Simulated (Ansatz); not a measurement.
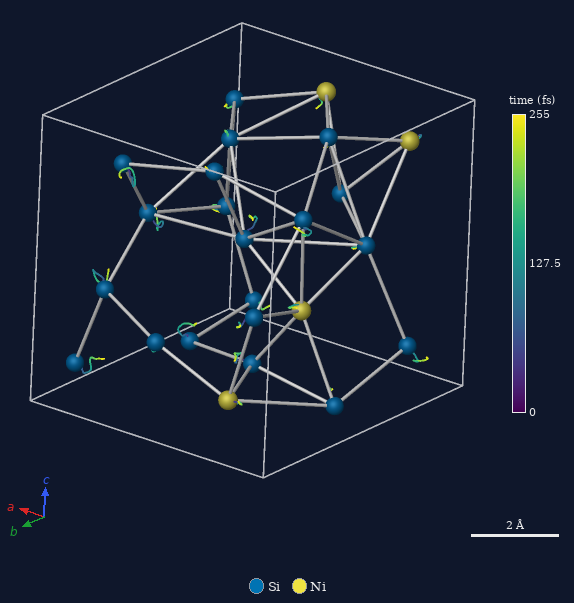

A Born-Oppenheimer molecular dynamics run of an amorphous cell of composition Si₅Ni (24 atoms in the cell), 255 fs long. It starts from the last geometry of an earlier run, with fresh velocities. Lines trace each atom's path, coloured by time; spheres stand at the starting positions. Seen from a free direction in the simulation cell.

Method: DFT PBE, scalar-relativistic, plane waves, PAW (Ansatz). Settings: plane-wave cutoff 420 eV; k-point mesh 1 × 1 × 1; Fermi-Dirac smearing 0.05 eV; set temperature 300 K; time step 3 fs.

Describe the motion.

Answer. Root-mean-square distances from the starting positions over the second half, with the common drift of all atoms taken out: Si 0.40 Å, Ni 0.32 Å. Against the typical shortest distance between atoms in the first frame, about 2.3 Å these are wide excursions, but the first-neighbour bonds of the start all hold: the network flexes, or its layers or units shift against each other, without breaking. Bond changes: 2 Si–Si bonds form between 126 fs and 147 fs.

Limits of the set-up: the periodic images lie only 7.1 Å apart, so the values are limited by the cell's size; an element that often carries a moment was run without spin polarisation.
